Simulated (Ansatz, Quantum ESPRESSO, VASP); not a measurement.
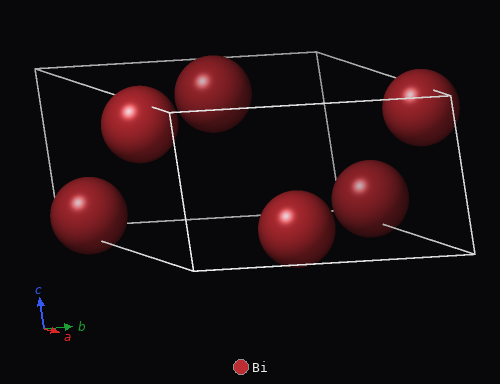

Bi, space group C2/m (No. 12), a = 6.977 Å, b = 6.265 Å, c = 3.359 Å, α = 90.00°, β = 112.04°, γ = 90.00° (34.03 Å³/atom). Spheres-only representation of a periodic structure, projected slightly off an axis. The frame is the conventional unit cell; atoms at its boundary are shown with their periodic copies. The cell is a structure listed in the Materials Project. This isn't the form of Bi at room conditions, which is rhombohedral.

The cell was scaled uniformly, at fixed shape and fractional positions, in three programs or potential sets. Alike in all runs: functional PBE; k mesh 6 × 6 × 9 on the run's cell of 2 atoms; occupations fermi-dirac, width 0.05 eV; no spin polarisation; no spin-orbit coupling.

Energies from Ansatz (Ansatz PAW soft_1):

| volume (Å³/atom) | E − E(lowest point) (meV/atom) |
| --- | --- |
| 31.984 | 21.45 |
| 32.665 | 9.31 |
| 33.345 | 2.34 |
| 34.026 | 0.00 |
| 34.706 | 1.78 |
| 35.387 | 7.24 |
| 36.067 | 15.99 |

Q: Fit a third-order Birch-Murnaghan equation of state to these points.

A: V0 = 34.06 Å³/atom, B0 = 48.3 GPa and B0′ = 4.7. V0 lies 0.1 % above the volume of the cell as given.

The same fit in all programs:

```tsv
program	V0 (Å³/atom)	B0 (GPa)	B0′
Ansatz (Ansatz PAW soft_1)	34.06	48.3	4.7
Quantum ESPRESSO (SSSP 1.3 efficiency)	33.99	48.5	4.7
VASP (PBE potentials, release 64 Bi_d)	?	?	?
```

Q: Estimate the row of VASP (PBE potentials, release 64 Bi_d).

A: V0 = 34.06 Å³/atom, B0 = 48.3 GPa and B0′ = 4.6. The other rows span 33.99 to 34.06 Å³/atom and 48.3 to 48.5 GPa.

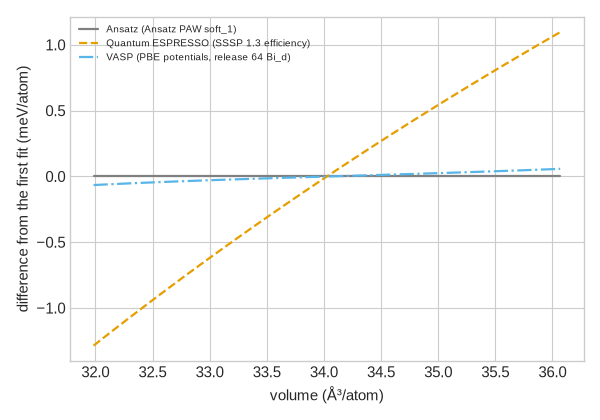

Each fitted curve, counted from its own minimum, less that of Ansatz (Ansatz PAW soft_1). With one functional throughout, the spread comes from potentials, basis sets and numerical settings; B0′ is uncertain by a few tenths over so narrow a range.

Caveat: the cell was scaled at fixed shape and fractional positions, which overstates the stiffness of a crystal with free parameters, most of all of layers and chains; spin-orbit coupling matters for Bi, in volumes and forces too.
